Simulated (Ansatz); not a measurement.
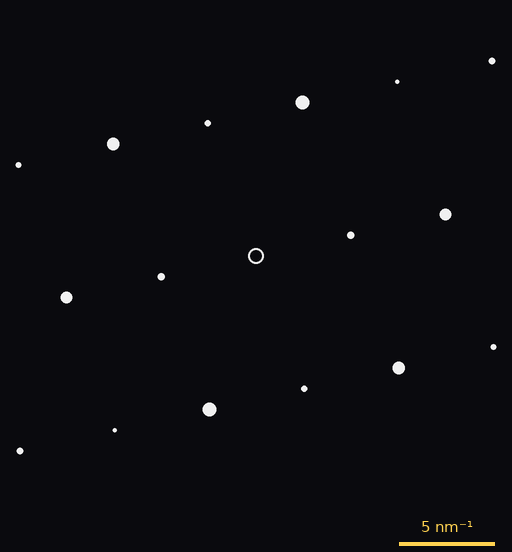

Computed electron diffraction pattern, 80 kV, single scattering only, B = 1 Å².

It belongs to V, space group Fmmm (No. 69), a = 2.82 Å, b = 4.35 Å, c = 8.92 Å. Structure: the geometry relaxed with DFT r2SCAN, scalar-relativistic, plane waves, PAW in Ansatz; the starting structure was generated, so it need not be a known form of this composition.

| atom | site | symmetry | x | y | z |
| --- | --- | --- | --- | --- | --- |
| V | 8i | mm2 | 0.5000 | 0.0000 | 0.3651 |

**Which low-index zone axis gives this pattern?**

The spots form an oblique net whose two shortest vectors correspond to d = 1.96 Å and 1.34 Å, 82.4° apart. They index as 0 -2 2 and -2 0 2, so the zone axis is ±[111] (or an equivalent direction of <111>).

**Which reflections of this zone are missing, and why?**

The lattice centring (F) removes all reflections that break h + k = 2n, h + l = 2n.

**List the strongest reflections.**

Strongest reflections with d > 0.80 Å, one of each family (|F|² from tabulated Gaussian fits of the electron scattering factors, times a small damping for the curvature of the Ewald sphere):

```
   hkl  d (Å)  I (strongest = 100)
2 -2 0  1.182                  100
2 2 -4  1.045                   60
0 4 -4  0.978                   46
0 2 -2  1.955                    6
2 0 -2  1.343                    2
2 -4 2  0.845                    0
```
